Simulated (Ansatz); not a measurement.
A periodic structure is given below.

```xyz
15
Lattice="6.9114 0.0000 0.0000 0.0000 6.9114 0.0000 0.0000 0.0000 6.4185" Properties=species:S:1:pos:R:3 pbc="T T T"
Si    1.8607    0.0000    3.9740
Si    0.0000    5.0507    2.4445
Si    0.0000    1.8607    2.4445
Si    5.0507    0.0000    3.9740
Si    0.0000    0.0000    0.0000
O     1.3201    0.0000    5.4931
O     0.0000    5.5914    0.9254
O     0.0000    1.3201    0.9254
O     5.5914    0.0000    5.4931
O     1.3188    1.3188    3.2093
O     1.3188    5.5927    3.2093
O     5.5927    1.3188    3.2093
O     5.5927    5.5927    3.2093
O     3.4557    0.0000    3.9849
O     0.0000    3.4557    2.4336
```

**Give a crystallographic description of this input.**

It has the composition SiO2. Its lattice is primitive tetragonal, its space group P-4m2 (No. 115). Content of the cell: 5 Si, 10 O (Z = 5). Each Si is bonded to four O in a tetrahedral arrangement at 1.60 to 1.62 Å. O bonds to two Si at 1.60 to 1.62 Å. The bonds build a three-dimensional framework.

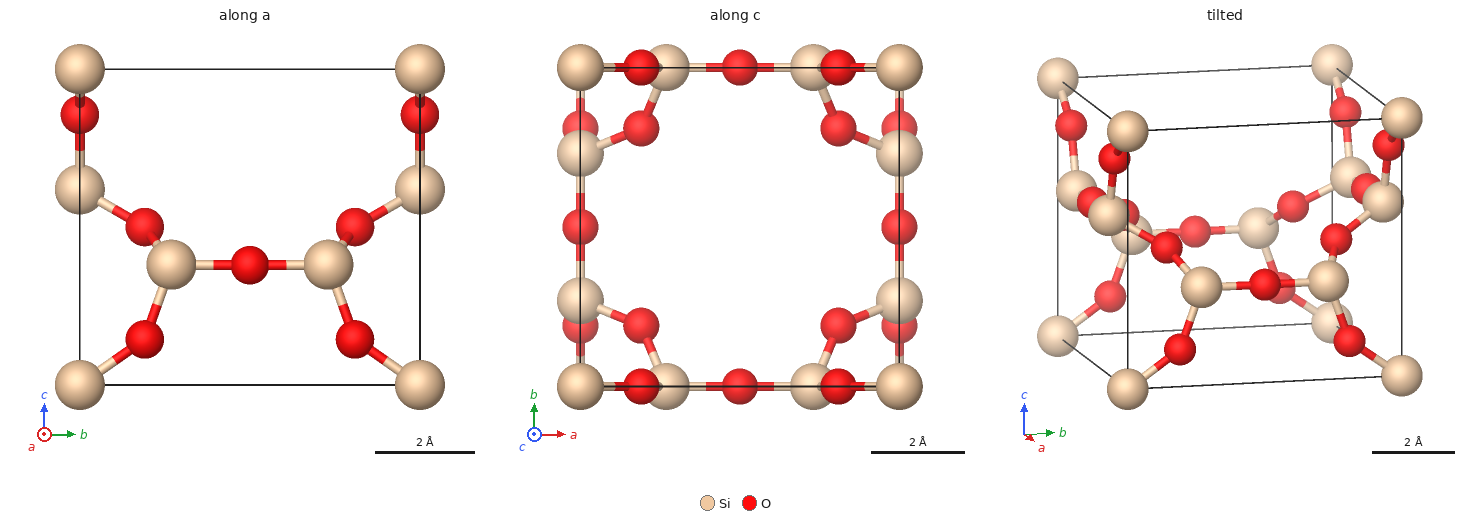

A ball-and-stick picture of a crystal structure, seen along the a axis, along the c axis and slightly off an axis. The parallelepiped is the conventional unit cell. Colours: silicon light orange, oxygen red.

Starting structure: a structure listed in the Materials Project. The atoms were relaxed in a fixed cell with DFT LDA, scalar-relativistic, plane waves, PAW (Ansatz).
